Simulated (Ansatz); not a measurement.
**Ni: single-point calculation (part 2 of 3)**

Ni (14 atoms in the cell); DFT, PBE, plane waves, PAW, spin-polarised (Ansatz 0.2.0); cutoff 420 eV, 1×1×22 k-mesh, Gaussian smearing of 0.05 eV, collinear spins. The structure derives from an entry of the Crystallography Open Database.

Geometry of the input (Å; fractional positions):
```
16.5000  0.0000  0.0000
0.0000  16.3000  0.0000
0.0000  0.0000  2.4277
Ni 0.2809  0.5000  0.0000
Ni 0.5744  0.7115  0.0000
Ni 0.5745  0.5000  0.0000
Ni 0.5744  0.2885  0.0000
Ni 0.5000  0.6083  0.5000
Ni 0.5000  0.3917  0.5000
Ni 0.3495  0.6087  0.5000
Ni 0.3495  0.3913  0.5000
Ni 0.6505  0.6087  0.5000
Ni 0.6505  0.3913  0.5000
Ni 0.4256  0.7115  0.0000
Ni 0.4255  0.5000  0.0000
Ni 0.4256  0.2885  0.0000
Ni 0.7191  0.5000  0.0000
```

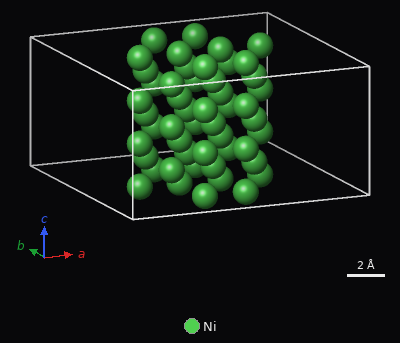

**Figure 1.** The input geometry (spheres-only view of the 3 repeat of the cell, with the vacuum cut short, seen slightly off an axis). An atom can appear more than once, as a periodic image.

The program's output, continued
```
SCF iter   1: F=—  HF=-81754.836940 eV  |F-HF|=—  |Δ(HF+E_count)|=         —  Δρ=4.57e-2 (↑2.85e-2 ↓4.57e-2)  dr2=7.14e1  dr2_m=1.50e0  M=7.892 μB ∫|m|=8.268 μB  β_m=0.30  ethr=3.10e-3  ⟨swp⟩=9.0  Hψ=19246  notcnv=0  defer=186
preconditioner: auto → LDOS  [metal: Δε(μ)=0.006 eV  Ē_g=7.873 eV  σ=0.050 eV  W_gap=0.07  n_scr=116 (ndim 8)  ℏωp=17.2 eV  f_vac=0.680  D(μ)=36.23/eV (n_scr^D=354)]
spin=Collinear: LDOS preconditioning applied to the charge; magnetization (m = ρ↑ − ρ↓) channel mixes plain (no charge-response kernel on spin).
SCF iter   2: F=—  HF=-81748.366632 eV  |F-HF|=—  |Δ(HF+E_count)|=    6.47e0  Δρ=2.62e-2 (↑1.58e-2 ↓2.62e-2)  dr2=2.69e1  dr2_m=6.04e-1  M=8.939 μB ∫|m|=9.392 μB  β_m=0.30  ethr=3.10e-3  ⟨swp⟩=3.0  Hψ=6148  notcnv=0  defer=524
SCF iter   3: F=—  HF=-81746.224483 eV  |F-HF|=—  |Δ(HF+E_count)|=    2.14e0  Δρ=1.14e-2 (↑1.14e-2 ↓7.51e-3)  dr2=1.06e0  dr2_m=2.64e-1  M=9.430 μB ∫|m|=10.056 μB  β_m=1.00  ethr=3.10e-3  ⟨swp⟩=3.0  Hψ=5356  notcnv=0  defer=524
SCF iter   4: F=—  HF=-81746.201994 eV  |F-HF|=—  |Δ(HF+E_count)|=   2.25e-2  Δρ=5.96e-3 (↑4.32e-3 ↓5.96e-3)  dr2=5.49e-1  dr2_m=7.20e-2  M=9.345 μB ∫|m|=10.331 μB  β_m=0.30  ethr=4.20e-4  ⟨swp⟩=3.2  Hψ=6338  notcnv=0  defer=501
SCF iter   5: F=—  HF=-81746.277839 eV  |F-HF|=—  |Δ(HF+E_count)|=   7.58e-2  Δρ=7.20e-3 (↑4.03e-3 ↓7.20e-3)  dr2=4.61e-1  dr2_m=1.23e-1  M=9.630 μB ∫|m|=10.627 μB  β_m=0.30  ethr=2.18e-4  ⟨swp⟩=2.0  Hψ=4368  notcnv=0  defer=501
SCF iter   6: F=—  HF=-81746.381663 eV  |F-HF|=—  |Δ(HF+E_count)|=   1.04e-1  Δρ=4.52e-3 (↑3.77e-3 ↓4.52e-3)  dr2=2.02e-1  dr2_m=6.67e-2  M=9.763 μB ∫|m|=10.786 μB  β_m=0.30  ethr=1.83e-4  ⟨swp⟩=2.0  Hψ=3550  notcnv=0  defer=501
SCF iter   7: F=—  HF=-81746.413689 eV  |F-HF|=—  |Δ(HF+E_count)|=   3.20e-2  Δρ=4.54e-3 (↑2.92e-3 ↓4.54e-3)  dr2=8.14e-2  dr2_m=7.16e-2  M=9.966 μB ∫|m|=11.023 μB  β_m=1.00  ethr=8.01e-5  ⟨swp⟩=2.1  Hψ=4559  notcnv=0  defer=501
SCF iter   8: F=—  HF=-81746.401949 eV  |F-HF|=—  |Δ(HF+E_count)|=   1.17e-2  Δρ=1.51e-3 (↑1.34e-3 ↓1.51e-3)  dr2=3.47e-2  dr2_m=3.46e-3  M=9.973 μB ∫|m|=11.093 μB  β_m=0.30  ethr=3.23e-5  ⟨swp⟩=2.0  Hψ=4894  notcnv=0  defer=501
SCF iter   9: F=—  HF=-81746.423866 eV  |F-HF|=—  |Δ(HF+E_count)|=   2.19e-2  Δρ=1.54e-3 (↑1.18e-3 ↓1.54e-3)  dr2=1.78e-2  dr2_m=7.17e-3  M=10.033 μB ∫|m|=11.176 μB  β_m=0.30  ethr=1.38e-5  ⟨swp⟩=1.9  Hψ=3940  notcnv=0  defer=501
SCF iter  10: F=—  HF=-81746.437277 eV  |F-HF|=—  |Δ(HF+E_count)|=   1.34e-2  Δρ=1.77e-3 (↑1.08e-3 ↓1.77e-3)  dr2=2.46e-2  dr2_m=7.70e-3  M=10.055 μB ∫|m|=11.217 μB  β_m=0.30  ethr=7.08e-6  ⟨swp⟩=1.4  Hψ=3367  notcnv=0  defer=501
SCF iter  11: F=—  HF=-81746.443838 eV  |F-HF|=—  |Δ(HF+E_count)|=   6.56e-3  Δρ=9.92e-4 (↑9.92e-4 ↓7.64e-4)  dr2=3.41e-3  dr2_m=4.04e-3  M=10.067 μB ∫|m|=11.249 μB  β_m=0.30  ethr=7.08e-6  ⟨swp⟩=1.2  Hψ=3338  notcnv=0  defer=501
Mixer restart at iter 11: flushing history
spin-set hold released at iteration 11 (site moments contracting): the magnetisation degrees of freedom join the quasi-Newton model from the next iteration; the mixer history was flushed
SCF iter  12: F=—  HF=-81746.447767 eV  |F-HF|=—  |Δ(HF+E_count)|=   3.93e-3  Δρ=9.40e-4 (↑8.55e-4 ↓9.40e-4)  dr2=3.37e-3  dr2_m=4.14e-3  M=10.078 μB ∫|m|=11.278 μB  β_m=0.65  ethr=1.35e-6  ⟨swp⟩=2.0  Hψ=4666  notcnv=0  defer=501
SCF iter  13: F=—  HF=-81746.452443 eV  |F-HF|=—  |Δ(HF+E_count)|=   4.68e-3  Δρ=1.19e-3 (↑5.59e-4 ↓1.19e-3)  dr2=1.06e-2  dr2_m=3.35e-3  M=10.094 μB ∫|m|=11.326 μB  β_m=0.82  ethr=1.34e-6  ⟨swp⟩=2.0  Hψ=5297  notcnv=0  defer=501
SCF iter  14: F=—  HF=-81746.455335 eV  |F-HF|=—  |Δ(HF+E_count)|=   2.89e-3  Δρ=9.69e-4 (↑5.67e-4 ↓9.69e-4)  dr2=1.03e-2  dr2_m=5.27e-4  M=10.113 μB ∫|m|=11.373 μB  β_m=0.64  ethr=1.34e-6  ⟨swp⟩=2.8  Hψ=7069  notcnv=0  defer=501
SCF iter  15: F=—  HF=-81746.453921 eV  |F-HF|=—  |Δ(HF+E_count)|=   1.41e-3  Δρ=4.29e-4 (↑4.29e-4 ↓3.57e-4)  dr2=2.64e-3  dr2_m=2.65e-4  M=10.101 μB ∫|m|=11.356 μB  β_m=0.64  ethr=1.34e-6  ⟨swp⟩=2.3  Hψ=6783  notcnv=0  defer=497
SCF iter  16: F=—  HF=-81746.453949 eV  |F-HF|=—  |Δ(HF+E_count)|=   2.82e-5  Δρ=2.71e-4 (↑2.46e-4 ↓2.71e-4)  dr2=6.35e-4  dr2_m=1.97e-4  M=10.108 μB ∫|m|=11.370 μB  β_m=0.74  ethr=1.05e-6  ⟨swp⟩=2.0  Hψ=4855  notcnv=0  defer=497
SCF iter  17: F=—  HF=-81746.454074 eV  |F-HF|=—  |Δ(HF+E_count)|=   1.26e-4  Δρ=4.50e-4 (↑1.71e-4 ↓4.50e-4)  dr2=1.41e-3  dr2_m=2.49e-4  M=10.109 μB ∫|m|=11.375 μB  β_m=0.70  ethr=2.52e-7  ⟨swp⟩=2.7  Hψ=6601  notcnv=0  defer=497
SCF iter  18: F=—  HF=-81746.453986 eV  |F-HF|=—  |Δ(HF+E_count)|=   8.82e-5  Δρ=2.84e-4 (↑7.04e-5 ↓2.84e-4)  dr2=8.38e-4  dr2_m=1.13e-4  M=10.109 μB ∫|m|=11.377 μB  β_m=0.85  ethr=2.52e-7  ⟨swp⟩=2.2  Hψ=4970  notcnv=0  defer=497
SCF iter  19: F=—  HF=-81746.453971 eV  |F-HF|=—  |Δ(HF+E_count)|=   1.55e-5  Δρ=1.06e-4 (↑5.62e-5 ↓1.06e-4)  dr2=1.75e-4  dr2_m=1.37e-5  M=10.111 μB ∫|m|=11.379 μB  β_m=0.86  ethr=2.52e-7  ⟨swp⟩=2.0  Hψ=4227  notcnv=0  defer=497
SCF iter  20: F=—  HF=-81746.453964 eV  |F-HF|=—  |Δ(HF+E_count)|=   6.99e-6  Δρ=7.75e-5 (↑4.43e-5 ↓7.75e-5)  dr2=5.66e-5  dr2_m=7.95e-6  M=10.110 μB ∫|m|=11.379 μB  β_m=0.81  ethr=6.93e-8  ⟨swp⟩=2.0  Hψ=4948  notcnv=0  defer=497
SCF iter  21: F=—  HF=-81746.454019 eV  |F-HF|=—  |Δ(HF+E_count)|=   5.56e-5  Δρ=3.98e-5 (↑2.45e-5 ↓3.98e-5)  dr2=9.30e-6  dr2_m=5.16e-6  M=10.111 μB ∫|m|=11.379 μB  β_m=0.90  ethr=2.25e-8  ⟨swp⟩=2.0  Hψ=5026  notcnv=0  defer=499
SCF iter  22: F=—  HF=-81746.454022 eV  |F-HF|=—  |Δ(HF+E_count)|=   2.63e-6  Δρ=7.75e-5 (↑2.02e-5 ↓7.75e-5)  dr2=5.29e-5  dr2_m=6.27e-6  M=10.111 μB ∫|m|=11.379 μB  β_m=0.90  ethr=3.69e-9  ⟨swp⟩=2.5  Hψ=6069  notcnv=0  defer=499
SCF iter  23: F=—  HF=-81746.454026 eV  |F-HF|=—  |Δ(HF+E_count)|=   4.13e-6  Δρ=5.48e-5 (↑3.70e-5 ↓5.48e-5)  dr2=4.06e-5  dr2_m=1.32e-6  M=10.111 μB ∫|m|=11.379 μB  β_m=0.71  ethr=3.69e-9  ⟨swp⟩=2.2  Hψ=6126  notcnv=0  defer=499
SCF iter  24: F=—  HF=-81746.454022 eV  |F-HF|=—  |Δ(HF+E_count)|=   4.39e-6  Δρ=3.91e-5 (↑2.44e-5 ↓3.91e-5)  dr2=1.94e-5  dr2_m=5.38e-7  M=10.111 μB ∫|m|=11.379 μB  β_m=0.55  ethr=3.69e-9  ⟨swp⟩=2.4  Hψ=6021  notcnv=0  defer=499
SCF iter  25: F=—  HF=-81746.454020 eV  |F-HF|=—  |Δ(HF+E_count)|=   1.28e-6  Δρ=1.12e-5 (↑4.13e-6 ↓1.12e-5)  dr2=7.70e-7  dr2_m=2.45e-7  M=10.111 μB ∫|m|=11.379 μB  β_m=0.67  ethr=3.69e-9  ⟨swp⟩=2.0  Hψ=4961  notcnv=0  defer=499
SCF iter  26: F=—  HF=-81746.454021 eV  |F-HF|=—  |Δ(HF+E_count)|=   1.66e-7  Δρ=8.06e-6 (↑7.11e-6 ↓8.06e-6)  dr2=9.54e-7  dr2_m=9.40e-8  M=10.111 μB ∫|m|=11.379 μB  β_m=0.69  ethr=3.05e-10  ⟨swp⟩=2.5  Hψ=5203  notcnv=0  defer=499
SCF iter  27: F=—  HF=-81746.454021 eV  |F-HF|=—  |Δ(HF+E_count)|=   4.59e-8  Δρ=6.94e-6 (↑5.95e-6 ↓6.94e-6)  dr2=7.31e-7  dr2_m=1.36e-8  M=10.111 μB ∫|m|=11.379 μB  β_m=0.52  ethr=3.05e-10  ⟨swp⟩=2.1  Hψ=5515  notcnv=0  defer=499
SCF iter  28: F=—  HF=-81746.454021 eV  |F-HF|=—  |Δ(HF+E_count)|=   7.96e-8  Δρ=3.21e-6 (↑3.21e-6 ↓2.85e-6)  dr2=1.91e-7  dr2_m=8.39e-9  M=10.111 μB ∫|m|=11.379 μB  β_m=0.48  ethr=2.90e-10  ⟨swp⟩=2.0  Hψ=4800  notcnv=0  defer=499
SCF iter  29: F=-81746.454020 eV  HF=-81746.454021 eV  |F-HF|=3.00e-8  |Δ(HF+E_count)|=   2.74e-9  Δρ=2.07e-6 (↑2.07e-6 ↓1.49e-6)  dr2=4.05e-8  dr2_m=9.85e-9  M=10.111 μB ∫|m|=11.379 μB  ethr=3.97e-11  ⟨swp⟩=16.8  Hψ=20147  notcnv=0
SCF 1 converged in 29 iterations: F = -81746.454020 eV  dr2 = 4.05e-8
  greatest PAW one-centre occupation: 1.001 electrons in one spin orbital (limit 2), on the Ni atom at site 12 (counted from 0), in its partial waves of l = 1
SCF converged after 29 iterations
Magnetization: 10.1114 μB (131.0557 up, 120.9443 down)
Absolute magnetization: 11.3892 μB (∫|ρ↑−ρ↓|, with the PAW one-centre terms)
Spin contamination: 0.1396 ħ² per cell (⟨S²⟩ above its minimum at these occupations)
Per-site moments (μB) at R_I (Å): [(0.7466455016677874, 0.9843139072800002), (0.7727158973673205, 0.9946965886512662), (0.7468821779354249, 0.9843139072799991), (0.77271589736732, 0.994696588651267), (0.7588834637541019, 0.9946965886512662), (0.7588834637541024, 0.994696588651267), (0.7479295824198686, 0.9982453092872816), (0.7479295824198683, 0.998245309287282), (0.7479295824198676, 0.998245309287282), (0.7479295824198683, 0.9982453092872823), (0.7727158973673198, 0.9946965886512662), (0.7468821779354246, 0.9843139072800002), (0.7727158973673216, 0.9946965886512671), (0.7466455016677869, 0.9843139072799991)]
Free energy (F): -81746.454020 eV
Harris-Foulkes:  -81746.454021 eV  (|F-HF|=3.00e-8)
Internal energy: -81746.422373 eV  (E = F + TS)
E sigma→0 (E₀):  -81746.438197 eV
Entropy (-TS):   -0.031648 eV (-2.261 meV/atom)
Fermi energy:    0.699261 eV
--- Per-component energies (eV) ---
  E_band       = -8334.127790
  E_kinetic    = 3947.145880
  E_local      = -342190.012847  (includes V_loc(G=0)·N_el)
  E_nonlocal   = 8932.936244
  E_hartree    = 164944.907652
  E_xc         = -1172.856542
  E_vxc        = -1510.875917  (∫ρ·V_xc dr)
  E_paw        = -22843.706652  (= ΣΔE_a)
  E_vpaw       = -7403.136383  (= ΣTr[D̂ρ^β])
  E_aug_tail   = 0.000541  (compensation charges beyond the density's cutoff)
  E_ewald      = 106635.163352
  E_smearing   = -0.031648  (= −TS)
  E_closure    = -0.000000  (closes the sum)
  Σ components = -81746.454020   (vs F -81746.454020, Δ=0.00e0)
--- Forces (eV/Å), atoms counted from 1 ---
  atom   1  Ni     0.00024396    -0.00000000     0.00000000
  atom   2  Ni    -0.00023895     0.00058131     0.00000000
  atom   3  Ni    -0.00341876    -0.00000000     0.00000000
  atom   4  Ni    -0.00023895    -0.00058131    -0.00000000
  atom   5  Ni     0.00000000    -0.00146106    -0.00000000
  atom   6  Ni     0.00000000     0.00146106     0.00000000
  atom   7  Ni    -0.00282010     0.00219233     0.00000000
  atom   8  Ni    -0.00282010    -0.00219233    -0.00000000
  atom   9  Ni     0.00282010     0.00219233     0.00000000
  atom  10  Ni     0.00282010    -0.00219233    -0.00000000
  atom  11  Ni     0.00023895     0.00058131     0.00000000
  atom  12  Ni     0.00341876     0.00000000    -0.00000000
  atom  13  Ni     0.00023895    -0.00058131    -0.00000000
  atom  14  Ni    -0.00024396     0.00000000    -0.00000000
  max |Σ_I F_I| component: 5.42e-19 eV/Å
--- Stress (GPa, compression-positive) ---
        0.002891       0.000000       0.000000
        0.000000       0.004280       0.000000
        0.000000       0.000000       0.012785
  P = ⅓ Tr σ = 0.0067 GPa (0.067 kbar)
--- Band table (eV; the first three rows and the last of 24) ---
  k-point 0 ↑: bands = ["-103.1523", "-103.1493", "-103.0987", "-103.0951", "-102.8174", "-102.8174", "-102.8170", "-102.8169", "-102.6367", "-102.6366", "-102.6355", "-102.6353", "-102.6291", "-102.6291", "-63.5983", "-63.5752", "-63.5554", "-63.5299", "-63.5002", "-63.4980", "-63.4973", "-63.4850", "-63.4598", "-63.4590", "-63.3529", "-63.3460", "-63.3452", "-63.3431", "-63.3430", "-63.3386", "-63.1699", "-63.1699", "-63.1675", "-63.1675", "-63.0709", "-63.0706", "-63.0645", "-63.0636", "-63.0603", "-63.0597", "-63.0456", "-63.0433", "-63.0312", "-63.0300", "-63.0299", "-63.0280", "-63.0244", "-63.0230", "-62.9787", "-62.9775", "-62.9228", "-62.9217", "-62.9179", "-62.9168", "-62.8992", "-62.8989", "-7.6977", "-6.3675", "-6.2424", "-4.9329", "-4.7705", "-4.5446", "-4.1544", "-4.0855", "-3.7860", "-3.7110", "-3.6114", "-3.5154", "-3.3749", "-3.1994", "-3.0951", "-2.9271", "-2.5980", "-2.4793", "-2.2055", "-2.1975", "-2.0949", "-2.0552", "-2.0324", "-1.9958", "-1.8361", "-1.8191", "-1.8153", "-1.7925", "-1.6956", "-1.6345", "-1.6225", "-1.6149", "-1.5828", "-1.5548", "-1.5027", "-1.4932", "-1.3285", "-1.3239", "-1.2934", "-1.2781", "-1.2752", "-1.2503", "-1.2279", "-1.1087", "-0.9896", "-0.9869", "-0.9475", "-0.8093", "-0.7762", "-0.7213", "-0.6891", "-0.5901", "-0.5621", "-0.5430", "-0.4756", "-0.4746", "-0.4591", "-0.4184", "-0.3577", "-0.3361", "-0.2935", "-0.2335", "-0.2034", "-0.1786", "-0.1666", "-0.1354", "-0.1033", "-0.0865", "-0.0552", "0.0503", "0.0644", "0.0766", "0.0772", "0.0932", "0.1420", "0.1611", "0.2059", "0.2435", "0.5994", "0.8226", "1.2465", "1.4971", "1.9070", "1.9445", "2.3689", "2.9101", "3.7376", "3.8465", "4.4066", "5.1437", "5.4570", "5.4611", "5.4624", "5.5232", "5.8228", "6.1127", "6.4015", "6.5495", "6.9544", "6.9659", "7.2264", "7.2604"]
```
